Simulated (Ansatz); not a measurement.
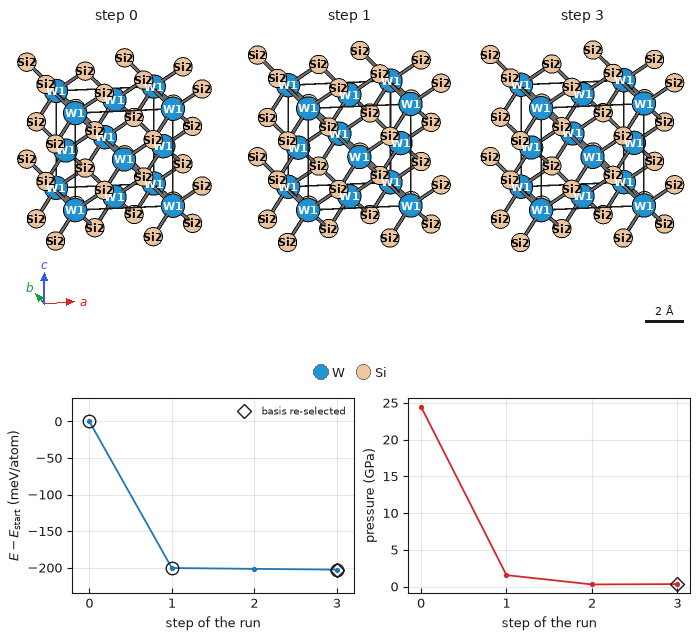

Frames of a relaxation of crystalline SiW (built on the zinc blende type) (coarse preliminary run), marked on the history of the run. The picture is a ball-and-stick view of the conventional cell (4 times the calculation's cell), seen slightly off an axis. Lengths and directions refer to the drawn axes.

All numbers below come from DFT PBEsol, scalar-relativistic, plane waves, PAW (Ansatz 0.2.0).

Input
```yaml
crystal:
  lattice:
    - [0.0, 2.6254380617, 2.6254380617]
    - [2.6254380617, 0.0, 2.6254380617]
    - [2.6254380617, 2.6254380617, 0.0]
  atoms:
    - { symbol: W, position: [0.0, 0.0, 0.0] }
    - { symbol: Si, position: [0.25, 0.25, 0.25] }
basis:
  ecutwfc: 420
kpoints:
  mp_grid: { grid: [6, 6, 6] }
hamiltonian:
  xc: pbesol
scf:
  occupations: { method: gaussian, width: 0.1 }
output:
  forces: true
  stress: true
  eigenvalues: true
relax:
  adjacent_minimum: "off"
  f_tol: 0.05
  max_steps: 80
  cell: { stress_tol: 0.5 }
```

Run as
```bash
ansatz run input.yaml --threads 1 --pin off --max-ram 2560MiB --backend cpu --events-out ev --progress --plain --runs-dir out
```

Question: Describe the path.

Answer: No atom moves by more than 0.005 Å relative to the cell. The drawn cell changes as follows: a = b = c 5.251 → 5.521 Å (+5.1 %); the volume changes by +16.2 %. Among the contacts that change: W1–Si2 2.274 → 2.391 Å. The space group stays F-43m (No. 216). Over 2 accepted moves (3 points after the start) the energy falls by 203 meV per atom. All forces vanish by symmetry, so only the cell relaxes. Pressure: 24.49 GPa at the start and 0.34 GPa at the end. At 1 point the geometry stayed and the basis and grid were re-selected for the new cell (energy shift of 1.0 meV per atom at most each time). From step 0 to 1: volume +15.0 %, energy −200 meV per atom. From step 1 to 3: volume +1.0 %, energy −2.2 meV per atom.
